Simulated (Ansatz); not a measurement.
# Dielectric response of GaN (110) films, part 2 of 5

How well do thin zincblende GaN (110) films screen a perpendicular field?

Ansatz 0.2.0; plane-wave DFT, PBE, Ansatz PAW (set soft_1); PAW set soft_1 (the session's first sound run).

So far, ionisation energy, upper face (eV): step 2 (relaxing the film, 10 atoms, units 5) 5.78.

### 3. The relaxed film, single point, 10 atoms, units 5

The film was relaxed beforehand; a single point on the relaxed positions gives its levels and potential.

File input.yaml:

```yaml
crystal:
  lattice:
    - [3.18198052, 0.0, 0.0]
    - [0.0, 4.5, 0.0]
    - [0.0, 0.0, 24.3639610307]
  atoms:
    - { symbol: Ga, position: [0.5, 0.5375508781, 0.3752386727] }
    - { symbol: "N", position: [0.0, 0.7427177215, 0.3652346279] }
    - { symbol: Ga, position: [0.0, -0.0103752117, 0.4318124163] }
    - { symbol: "N", position: [0.5, 0.2382114208, 0.4330940006] }
    - { symbol: Ga, position: [0.5, 0.4903132381, 0.4999999948] }
    - { symbol: "N", position: [0.0, 0.7434771125, 0.4999999994] }
    - { symbol: Ga, position: [0.0, -0.010375221, 0.5681875795] }
    - { symbol: "N", position: [0.5, 0.2382114311, 0.5669060001] }
    - { symbol: Ga, position: [0.5, 0.5375508881, 0.6247613282] }
    - { symbol: "N", position: [0.0, 0.7427177426, 0.6347653805] }
kpoints:
  mp_grid: { grid: [8, 6, 1] }
hamiltonian:
  xc: pbe
  pseudopotentials: { kind: paw, azcp: { folder: soft_1 } }
scf:
  occupations: { method: fixed }
  convergence: { dr2_threshold: 1.0e-09 }
efield:
  axis: 3
  dipole_correction: true
  ramp_position: 0.97
  ramp_width: 0.06
output:
  eigenvalues: true
  write_potential: true
  write_density: true
  volumetric_format: npy
```

Started as:

```console
$ ansatz run input.yaml --threads 4 --pin off --max-ram 8192MiB --backend cpu --events-out ev --progress --plain --runs-dir out
```

Numbers of over 12 decimals in the logs are rounded to 6 here.

Output:

```text
[...]
Crystal: 10 atoms, lattice volume = 348.865 Å³
Basis set: ecut = 420 eV, 6813 PW (Γ)
Bands: 55, of which v1, the nominal top of the filled ones, is band 45 counted from 1 (44 counted from 0)
Symmetry: 2 space group operations
k-points: 20 of 48 (time reversal used)
[...]
SCF iter   1: F=—  HF=-20847.443515 eV  |F-HF|=—  |Δ(HF+E_count)|=         —  Δρ=9.62e-2  dr2=3.99e1  ethr=3.10e-3  p=0.000 e·Å  D=1.06e-12 V/Å  ΔV_dip=-0.00 eV  dr2_dipole=6.25e-10  V_vac-E_F(+/−)=10.49/10.49 eV  ⟨swp⟩=5.0  Hψ=4065  notcnv=0  defer=147
[...]
SCF iter   3: F=—  HF=-20836.456350 eV  |F-HF|=—  |Δ(HF+E_count)|=   5.36e-1  Δρ=1.55e-2  dr2=5.61e-1  ethr=3.10e-3  p=-0.000 e·Å  D=-6.47e-7 V/Å  ΔV_dip=0.00 eV  dr2_dipole=1.85e-10  V_vac-E_F(+/−)=6.43/6.43 eV  ⟨swp⟩=2.8  Hψ=2096  notcnv=0  defer=150
density mixer auto → msr1: gapped (density of states about μ 0.14 of a free-electron gas's, 56 screened modes)
SCF iter   4: F=—  HF=-20836.420182 eV  |F-HF|=—  |Δ(HF+E_count)|=   3.62e-2  Δρ=7.38e-3  dr2=1.77e-1  ethr=6.23e-4  p=-0.000 e·Å  D=-5.43e-6 V/Å  ΔV_dip=0.00 eV  dr2_dipole=1.26e-11  V_vac-E_F(+/−)=6.04/6.04 eV  ⟨swp⟩=2.0  Hψ=1305  notcnv=0  defer=160
[...]
SCF iter  13: F=-20836.403258 eV  HF=-20836.403258 eV  |F-HF|=4.84e-10  |Δ(HF+E_count)|=   3.37e-9  Δρ=4.07e-7  dr2=6.43e-10  ethr=1.11e-12  p=-0.000 e·Å  D=-7.99e-7 V/Å  ΔV_dip=0.00 eV  dr2_dipole=3.13e-11  V_vac-E_F(+/−)=5.78/5.78 eV  ⟨swp⟩=16.6  Hψ=5039  notcnv=0
SCF 1 converged in 13 iterations: F = -20836.403258 eV  dr2 = 6.43e-10
[...]
SCF converged after 13 iterations
Free energy (F): -20836.403258 eV
[...]
Internal energy: -20836.403258 eV  (E = F + TS)
E sigma→0 (E₀):  -20836.403258 eV
Fermi energy:    -0.716325 eV
Dipole field:    D = 0.000005 V/Å  (p = 0.000009 e·Å, saw-weighted, corrected)
Work function:   Φ+ = 5.7786 eV   Φ− = 5.7787 eV
[...]
--- Band table (eV; the first three rows and the last of 20) ---
  k-point 0: bands = [... 41 lower, -1.1000, -0.8416, -0.8300, -0.8273, 0.7824, 2.0269, 2.9294, 3.7867, ... 6 higher]
  k-point 1: bands = [... 41 lower, -1.2012, -1.1644, -1.0123, -0.7163, 1.4774, 2.1329, 3.0404, 3.7854, ... 6 higher]
  k-point 2: bands = [... 41 lower, -1.4838, -1.4770, -1.0724, -0.7836, 2.3922, 2.5377, 3.3095, 4.0360, ... 6 higher]
  k-point 19: bands = [... 41 lower, -2.2983, -2.0972, -1.2453, -0.7905, 2.2548, 2.8817, 4.6064, 5.1867, ... 6 higher]
```

Elapsed: 14 s, on 4 threads of Arm Neoverse V2, shared host; peak memory 0.92 GiB; 55 s of CPU time.

This step gave:

```
dipole along the normal : 9.45e-6 e·Å
```

Running mean over 1.591 Å of the planar mean; the ramp of the sawtooth is left out. The electron's electrostatic potential energy less the highest filled level by z:

```csv
z (Å),electron's electrostatic potential energy less the highest filled level (eV)
3,5.78
4,5.78
5,5.78
6,5.77
7,5.60
8,2.95
9,-0.552
10,-1.38
11,-1.43
12,-1.21
13,-1.33
14,-1.72
15,-1.18
16,1.42
17,5.25
18,5.75
19,5.78
20,5.78
21,5.78
```

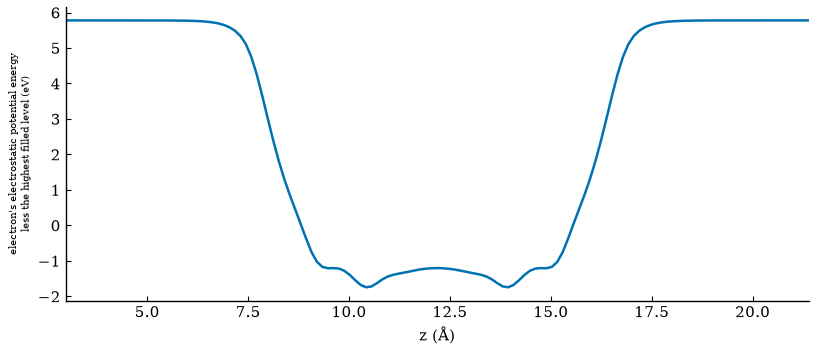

Electron's electrostatic potential energy less the highest filled level against z.

The gap is 1.50 eV, with the valence edge 5.78 eV and the conduction edge 4.28 eV under the upper vacuum level.

### 4. Atoms held, 10 atoms, units 5, field 0.05 V/Å

A sawtooth potential applies the field, turning back in the middle of the vacuum. With the dipole correction the typed value is the field outside the slab. The induced dipole is small, so the SCF threshold is tight.

input.yaml: that of step 3 with these lines changed.

```diff
@@ -23,3 +23,3 @@
   occupations: { method: fixed }
-  convergence: { dr2_threshold: 1.0e-09 }
+  convergence: { dr2_threshold: 1.0e-10 }
 efield:
@@ -29,4 +29,4 @@
   ramp_width: 0.06
+  amplitude: 0.05
 output:
-  eigenvalues: true
   write_potential: true
```

Output:

```text
[...]
Crystal: 10 atoms, lattice volume = 348.865 Å³
Basis set: ecut = 420 eV, 6813 PW (Γ)
Bands: 55, of which v1, the nominal top of the filled ones, is band 45 counted from 1 (44 counted from 0)
Symmetry: 2 space group operations
k-points: 20 of 48 (time reversal used)
[...]
SCF iter   1: F=—  HF=-20847.444283 eV  |F-HF|=—  |Δ(HF+E_count)|=         —  Δρ=9.62e-2  dr2=3.99e1  ethr=3.10e-3  p=0.035 e·Å  D=1.81e-2 V/Å  ΔV_dip=-0.44 eV  dr2_dipole=2.41e-4  V_vac-E_F(+/−)=10.81/10.14 eV  ⟨swp⟩=5.0  Hψ=4065  notcnv=0  defer=147
[...]
SCF iter  15: F=-20836.404004 eV  HF=-20836.404004 eV  |F-HF|=1.82e-10  |Δ(HF+E_count)|=  1.27e-10  Δρ=9.31e-8  dr2=2.36e-11  ethr=1.00e-12  p=0.030 e·Å  D=1.55e-2 V/Å  ΔV_dip=-0.38 eV  dr2_dipole=1.24e-14  V_vac-E_F(+/−)=6.13/5.39 eV  ⟨swp⟩=15.4  Hψ=5355  notcnv=0
SCF 1 converged in 15 iterations: F = -20836.404004 eV  dr2 = 2.36e-11
[...]
SCF converged after 15 iterations
[...]
Free energy (F): -20836.404004 eV
[...]
Internal energy: -20836.404004 eV  (E = F + TS)
E sigma→0 (E₀):  -20836.404004 eV
Fermi energy:    -0.715920 eV
Dipole field:    D = 0.015468 V/Å  (p = 0.029822 e·Å, saw-weighted, corrected)
Work function:   not extracted (applied field tilts the vacuum); planar V_es + V_field profile in the machine report
[...]
--- Band table (eV; the first three rows and the last of 20) ---
  k-point 0: bands = [... 41 lower, -1.1005, -0.8495, -0.8295, -0.8196, 0.7819, 2.0269, 2.9292, 3.7844, ... 6 higher]
  k-point 1: bands = [... 41 lower, -1.2018, -1.1649, -1.0116, -0.7159, 1.4764, 2.1332, 3.0401, 3.7841, ... 6 higher]
  k-point 2: bands = [... 41 lower, -1.4935, -1.4666, -1.0734, -0.7827, 2.3863, 2.5431, 3.3091, 4.0354, ... 6 higher]
  k-point 19: bands = [... 41 lower, -2.2989, -2.0968, -1.2461, -0.7898, 2.2536, 2.8826, 4.6061, 5.1859, ... 6 higher]
```

It took 15 s on 4 threads; peak memory 0.9 GiB.

Numbers from this step:

| Property | Result |
| --- | --- |
| gap on the k-mesh | 1.498 eV |
| dipole along the normal | 0.02982 e·Å |

The dipole is 0.0298 e·Å, and the gap on the mesh 1.498 eV.

### 5. Atoms held, 10 atoms, units 5, field -0.05 V/Å

input.yaml: that of step 4 with these lines changed.

```diff
@@ -29,3 +29,3 @@
   ramp_width: 0.06
-  amplitude: 0.05
+  amplitude: -0.05
 output:
```

Output:

```text
[...]
Crystal: 10 atoms, lattice volume = 348.865 Å³
Basis set: ecut = 420 eV, 6813 PW (Γ)
Bands: 55, of which v1, the nominal top of the filled ones, is band 45 counted from 1 (44 counted from 0)
Symmetry: 2 space group operations
k-points: 20 of 48 (time reversal used)
[...]
k-point 0: bands = [... 41 lower, -1.1005, -0.8495, -0.8295, -0.8196, 0.7819, 2.0269, 2.9292, 3.7844, ... 6 higher]
  k-point 1: bands = [... 41 lower, -1.2018, -1.1649, -1.0116, -0.7159, 1.4764, 2.1332, 3.0401, 3.7841, ... 6 higher]
  k-point 2: bands = [... 41 lower, -1.4935, -1.4666, -1.0734, -0.7827, 2.3863, 2.5431, 3.3091, 4.0354, ... 6 higher]
  k-point 19: bands = [... 41 lower, -2.2989, -2.0968, -1.2461, -0.7898, 2.2536, 2.8826, 4.6061, 5.1859, ... 6 higher]
[key lines of the parts left out:]
SCF converged after 15 iterations
Free energy (F): -20836.404004 eV
Fermi energy:    -0.715921 eV
Dipole field:    D = -0.015469 V/Å  (p = -0.029823 e·Å, saw-weighted, corrected)
```

Wall time 15 s (4 threads); peak memory 0.89 GiB; 59 s of CPU time.

The dipole is -0.0298 e·Å, and the gap on the mesh 1.498 eV.

### 6. Response with the atoms held, 10 atoms, units 5

This step: plane-wave DFT, PBE, Ansatz PAW (set soft_1); response to a field along the normal, atoms held; PAW set soft_1 (Ansatz 0.2.0).

The two fields give this film's response with the atoms held: the electronic part.

This step gave:

| Property | Result |
| --- | --- |
| equivalent conductor thickness p/(ε₀AE) | 7.537 Å |
| distance between the outer atoms | 6.567 Å |
| thickness | 7.955 Å |

Local field over the applied field, running mean. From the potentials at -0.05 and 0.05 V/Å; running mean over 1.591 Å, taken twice. Table of local field over applied field by z:

```csv
z (Å),local field over applied field
4,1.000
5,0.997
6,0.975
7,0.850
8,0.527
9,0.206
10,0.120
11,0.142
12,0.145
13,0.145
14,0.127
15,0.147
16,0.390
17,0.753
18,0.949
19,0.993
20,0.999
```

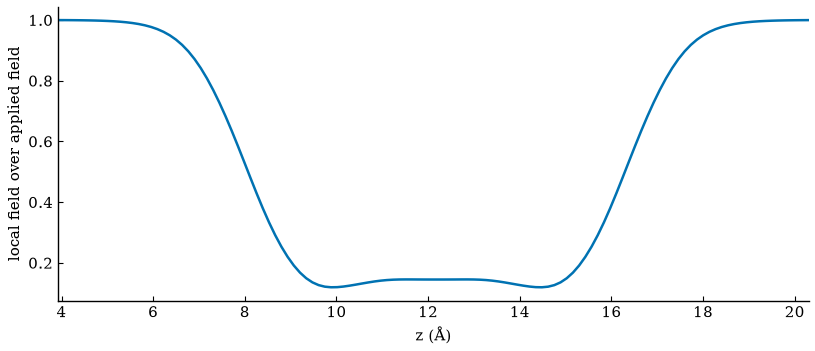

Local field over applied field, plotted against z.

The induced electron density oscillates, so the rows of the table below give means over windows of 2 Å about each position, cut where the curve ends. Its maxima inside the range that stand out by 2 % of the span (Å: e/Å³ per V/Å): 8.1: 0.00343, 9.1: 0.00154, 11.0: 5.1e-4, 12.5: 7.3e-4, 14.2: 9.6e-4, 15.6: -7.0e-4. Its minima: 8.8: 7.0e-4, 10.2: -9.6e-4, 11.9: -7.3e-4, 13.4: -5.1e-4, 15.3: -0.00154, 16.2: -0.00343.

Electrons, planar mean, per unit field. The induced electron density by z; means over each step:

| z (Å) | induced electron density (e/Å³ per V/Å) |
| --- | --- |
| 4 | 5.4e-6 |
| 6 | 2.4e-4 |
| 8 | 0.00209 |
| 10 | 1.5e-5 |
| 12 | 6.5e-5 |
| 14 | 1.6e-4 |
| 16 | -0.00210 |
| 18 | -4.7e-4 |
| 20 | -1.1e-5 |

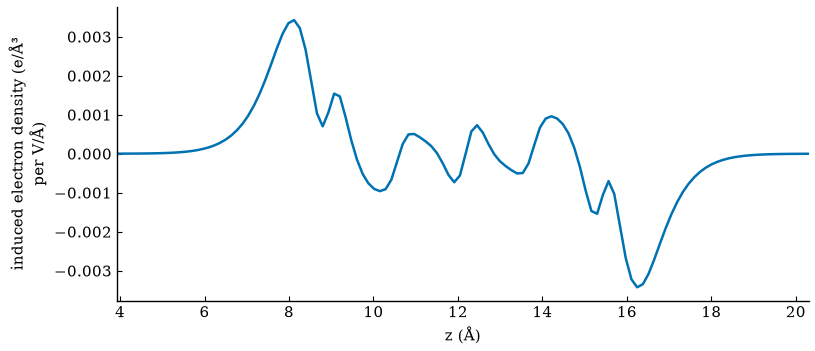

Induced electron density against z.

By hand: between -0.05 and 0.05 V/Å the dipole changes by 0.05965 e·Å, a slope of 0.5965 e·Å²/V. A perfect conductor of thickness t has p = ε₀AEt, so t = 180.95 × 0.5965 / 14.319 = 7.54 Å (e/ε₀ = 180.95 V·Å, A in Å²).

The induced dipole is that of a conductor 7.54 Å thick.

### 7. Relaxing in the field, 10 atoms, field 0.05 V/Å

This step: plane-wave DFT, PBE, Ansatz PAW (set soft_1); PAW set soft_1 (Ansatz 0.2.0).

Now the atoms may follow the field. A weak field makes forces of meV/Å to tens of meV/Å, so the force tolerance is set well below the usual one.

input.yaml: that of step 5 with these lines changed.

```diff
@@ -29,3 +29,6 @@
   ramp_width: 0.06
-  amplitude: -0.05
+  amplitude: 0.05
+relax:
+  f_tol: 0.0006
+  max_steps: 70
 output:
```

Output:

```text
[...]
Crystal: 10 atoms, lattice volume = 348.865 Å³
Basis set: ecut = 420 eV, 6813 PW (Γ), exchange–correlation on 48×64×360 points (8 copies of the dense FFT grid, shifted against one another)
Bands: 55, of which v1, the nominal top of the filled ones, is band 45 counted from 1 (44 counted from 0)
Symmetry: 2 space group operations
k-points: 20 of 48 (time reversal used)
[...]
SCF iter   1: F=—  HF=-20847.444152 eV  |F-HF|=—  |Δ(HF+E_count)|=         —  Δρ=9.62e-2  dr2=3.99e1  ethr=3.10e-3  p=0.035 e·Å  D=1.81e-2 V/Å  ΔV_dip=-0.44 eV  dr2_dipole=2.40e-4  V_vac-E_F(+/−)=10.81/10.14 eV  ⟨swp⟩=5.0  Hψ=4005  notcnv=0  defer=147
[...]
SCF iter  15: F=-20836.404028 eV  HF=-20836.404028 eV  |F-HF|=3.27e-11  |Δ(HF+E_count)|=  1.78e-10  Δρ=9.42e-8  dr2=2.42e-11  ethr=1.00e-12  p=0.030 e·Å  D=1.55e-2 V/Å  ΔV_dip=-0.38 eV  dr2_dipole=1.17e-14  V_vac-E_F(+/−)=6.13/5.39 eV  ⟨swp⟩=5.2  Hψ=6788  notcnv=0
SCF 1 converged in 15 iterations: F = -20836.404028 eV  dr2 = 2.42e-11
[...]
relax step   1: F+E_penalty+E_count = -20836.40402772 eV  Δ(F+E_penalty+E_count) = +0.000e0 eV  max|allowed force component| = 2.257e-2 eV/Å  Δτ_max = 0.0000 Å  (15 SCF iters, accepted)
[...]
SCF iter   8: F=-20836.404084 eV  HF=-20836.404084 eV  |F-HF|=2.51e-10  |Δ(HF+E_count)|=  3.17e-10  Δρ=1.51e-7  dr2=5.73e-11  ethr=1.00e-12  p=0.032 e·Å  D=1.64e-2 V/Å  ΔV_dip=-0.40 eV  dr2_dipole=8.52e-13  V_vac-E_F(+/−)=6.12/5.40 eV  ⟨swp⟩=7.0  Hψ=6429  notcnv=0
SCF 2 converged in 8 iterations: F = -20836.404084 eV  dr2 = 5.73e-11
relax step   2: F+E_penalty+E_count = -20836.40408385 eV  Δ(F+E_penalty+E_count) = -5.613e-5 eV  max|allowed force component| = 1.053e-2 eV/Å  Δτ_max = 0.0018 Å  (8 SCF iters, accepted)
SCF iter   1: F=—  HF=-20836.403993 eV  |F-HF|=—  |Δ(HF+E_count)|=         —  Δρ=1.12e-4  dr2=3.90e-5  ethr=3.30e-7  p=0.032 e·Å  D=1.64e-2 V/Å  ΔV_dip=-0.40 eV  dr2_dipole=8.83e-6  V_vac-E_F(+/−)=6.12/5.40 eV  ⟨swp⟩=2.0  Hψ=2360  notcnv=0  defer=160
[...]
SCF iter   8: F=-20836.404098 eV  HF=-20836.404098 eV  |F-HF|=3.27e-11  |Δ(HF+E_count)|=  1.86e-10  Δρ=1.52e-7  dr2=4.63e-11  ethr=1.00e-12  p=0.033 e·Å  D=1.69e-2 V/Å  ΔV_dip=-0.41 eV  dr2_dipole=6.33e-13  V_vac-E_F(+/−)=6.11/5.41 eV  ⟨swp⟩=7.1  Hψ=6213  notcnv=0
SCF 3 converged in 8 iterations: F = -20836.404098 eV  dr2 = 4.63e-11
relax step   3: F+E_penalty+E_count = -20836.40409829 eV  Δ(F+E_penalty+E_count) = -1.444e-5 eV  max|allowed force component| = 2.161e-3 eV/Å  Δτ_max = 0.0012 Å  (8 SCF iters, accepted)
SCF iter   1: F=—  HF=-20836.403978 eV  |F-HF|=—  |Δ(HF+E_count)|=         —  Δρ=2.30e-5  dr2=1.24e-6  ethr=2.02e-8  p=0.033 e·Å  D=1.69e-2 V/Å  ΔV_dip=-0.41 eV  dr2_dipole=4.08e-8  V_vac-E_F(+/−)=6.11/5.41 eV  ⟨swp⟩=2.0  Hψ=2247  notcnv=0  defer=110
[...]
SCF iter   6: F=-20836.404099 eV  HF=-20836.404099 eV  |F-HF|=5.09e-11  |Δ(HF+E_count)|=  4.00e-11  Δρ=1.63e-7  dr2=6.72e-11  ethr=1.00e-12  p=0.033 e·Å  D=1.69e-2 V/Å  ΔV_dip=-0.41 eV  dr2_dipole=1.87e-13  V_vac-E_F(+/−)=6.11/5.41 eV  ⟨swp⟩=6.0  Hψ=6630  notcnv=0
SCF 4 converged in 6 iterations: F = -20836.404099 eV  dr2 = 6.72e-11
relax step   4: F+E_penalty+E_count = -20836.40409882 eV  Δ(F+E_penalty+E_count) = -5.353e-7 eV  max|allowed force component| = 5.067e-4 eV/Å  Δτ_max = 0.0003 Å  (6 SCF iters, accepted)
NSCF: frozen V_eff on 20 k-points
[...]
SCF converged after 6 iterations
[...]
Free energy (F): -20836.404099 eV
[...]
Internal energy: -20836.404099 eV  (E = F + TS)
E sigma→0 (E₀):  -20836.404099 eV
Fermi energy:    -0.715910 eV
Dipole field:    D = 0.016913 V/Å  (p = 0.032607 e·Å, saw-weighted, corrected)
Work function:   not extracted (applied field tilts the vacuum); planar V_es + V_field profile in the machine report
[...]
--- Forces (eV/Å), atoms counted from 1 ---
  atom   1  Ga     0.00000000    -0.00042006     0.00007166
  atom   2  N      0.00000000     0.00043942    -0.00001421
  atom   3  Ga     0.00000000    -0.00027300    -0.00010257
  atom   4  N      0.00000000     0.00029119     0.00013884
  atom   5  Ga     0.00000000     0.00011629    -0.00042902
  atom   6  N      0.00000000    -0.00010656     0.00013984
  atom   7  Ga     0.00000000     0.00038119    -0.00004182
  atom   8  N      0.00000000    -0.00043250     0.00017206
  atom   9  Ga     0.00000000     0.00050666     0.00010152
  atom  10  N      0.00000000    -0.00050302    -0.00004027
  max |Σ_I F_I| component: 3.97e-6 eV/Å
--- Band table (eV; the first three rows and the last of 20) ---
  k-point 0: bands = [... 41 lower, -1.0998, -0.8452, -0.8290, -0.8231, 0.7821, 2.0266, 2.9300, 3.7846, ... 6 higher]
  k-point 1: bands = [... 41 lower, -1.2009, -1.1643, -1.0112, -0.7159, 1.4770, 2.1325, 3.0409, 3.7844, ... 6 higher]
  k-point 2: bands = [... 41 lower, -1.4862, -1.4731, -1.0724, -0.7829, 2.3905, 2.5384, 3.3099, 4.0359, ... 6 higher]
  k-point 19: bands = [... 41 lower, -2.2982, -2.0969, -1.2454, -0.7900, 2.2540, 2.8813, 4.6063, 5.1872, ... 6 higher]
--- Relaxed structure (4 steps of the walk, 4 accepted, 0 SCFs on fresh bases) ---
  F+E_penalty+E_count = -20836.40409882 eV   max|allowed force component| = 5.067e-4 eV/Å
  atoms:
    - { symbol: Ga, position: [0.5, 0.537619, 0.375274] }
    - { symbol: N, position: [0.0, 0.742793, 0.365170] }
    - { symbol: Ga, position: [0.0, -0.010367, 0.431811] }
    - { symbol: N, position: [0.5, 0.238218, 0.433080] }
    - { symbol: Ga, position: [0.5, 0.490265, 0.500038] }
    - { symbol: N, position: [0.0, 0.743449, 0.499963] }
    - { symbol: Ga, position: [0.0, -0.010405, 0.568201] }
    - { symbol: N, position: [0.5, 0.238209, 0.566911] }
    - { symbol: Ga, position: [0.5, 0.537520, 0.624831] }
    - { symbol: N, position: [0.0, 0.742698, 0.634720] }
```

Wall time 33 s (4 threads); peak memory 0.81 GiB.

Hardly anything moved in the relaxation; the energy changed by under 0.2 meV an atom.

Numbers from this step:

```
dipole along the normal : 0.03261 e·Å
```

The relaxation took 4 steps and lowered the energy by 7.1e-5 eV; the largest force on the free atoms ends at 5.1e-4 eV/Å.

The dipole is 0.0326 e·Å, and the gap on the mesh 1.498 eV.

### 8. Field on, atoms free, 10 atoms, field -0.05 V/Å

The opposite sign, again from the field-free geometry; the difference of the two cancels what relaxes without a field.

input.yaml: that of step 7 with these lines changed.

```diff
@@ -29,3 +29,3 @@
   ramp_width: 0.06
-  amplitude: 0.05
+  amplitude: -0.05
 relax:
```

Output:

```text
[...]
Crystal: 10 atoms, lattice volume = 348.865 Å³
Basis set: ecut = 420 eV, 6813 PW (Γ), exchange–correlation on 48×64×360 points (8 copies of the dense FFT grid, shifted against one another)
Bands: 55, of which v1, the nominal top of the filled ones, is band 45 counted from 1 (44 counted from 0)
Symmetry: 2 space group operations
k-points: 20 of 48 (time reversal used)
[...]
- { symbol: Ga, position: [0.0, -0.010405, 0.431799] }
    - { symbol: N, position: [0.5, 0.238209, 0.433089] }
    - { symbol: Ga, position: [0.5, 0.490265, 0.499962] }
    - { symbol: N, position: [0.0, 0.743449, 0.500037] }
    - { symbol: Ga, position: [0.0, -0.010367, 0.568189] }
    - { symbol: N, position: [0.5, 0.238218, 0.566920] }
    - { symbol: Ga, position: [0.5, 0.537619, 0.624726] }
    - { symbol: N, position: [0.0, 0.742793, 0.634830] }
[key lines of the parts left out:]
SCF converged after 6 iterations
Free energy (F): -20836.404099 eV
Fermi energy:    -0.715910 eV
Dipole field:    D = -0.016913 V/Å  (p = -0.032607 e·Å, saw-weighted, corrected)
```

Elapsed: 33 s, on 4 threads; peak memory 0.81 GiB; 2.1 min of CPU time.

Hardly anything moved in the relaxation; the energy changed by under 0.2 meV an atom.

The relaxation took 4 steps and lowered the energy by 7.1e-5 eV; the largest force on the free atoms ends at 5.1e-4 eV/Å.

The dipole is -0.0326 e·Å, and the gap on the mesh 1.498 eV.

(Continued in part 3 of 5.)

[Logs are printed without paths, hosts, clocks, repeated set-up lines and the standing remarks that a program may print on its own settings, such as how far it seeks lower states.]

[Hosts, paths, dates, database ids (printed as entryN), source tags and the programs' standing remarks are cut or masked in the printed files.]

[Maps of the electrostatic potential energy from Ansatz leave out the sawtooth potential of an applied field or a dipole correction, so their vacuum need not be flat; planar profiles and work functions include it.]
